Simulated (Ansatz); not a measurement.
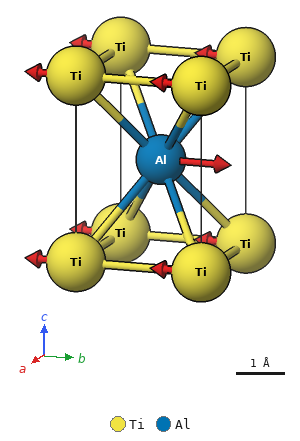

Lattice vibrations of a crystal of TiAl relaxed at 5 GPa, space group P4/mmm (No. 123), at the zone centre. The optical levels lie at 276 (×2), 327 cm⁻¹. One mode is drawn. The red arrows are the displacements of the atoms (eigenvector over the root of the mass), of arbitrary overall length and sign. A ball-and-stick model of the cell of the calculation, seen slightly off an axis.

Computed with Ansatz, DFT PBE, scalar-relativistic, plane waves, PAW. Set-up: plane-wave cutoff 420 eV; k-point mesh 16 × 16 × 10; occupations fermi dirac; smearing width 0.15 eV; target pressure 5 GPa; no spin polarisation.

The frequencies depend somewhat on the k-mesh and the smearing.

Question: To which level does it belong?

Answer: The level at 276 cm⁻¹. This is the E_u mode (doubly degenerate; one member of the set is drawn), the lowest optical level, infrared-active by symmetry. The Al sublattice moves against the Ti sublattice, along b; the kinetic energy is shared as Al 64 %, Ti 36 %. The crystal is a metal, so free carriers screen the infrared response.
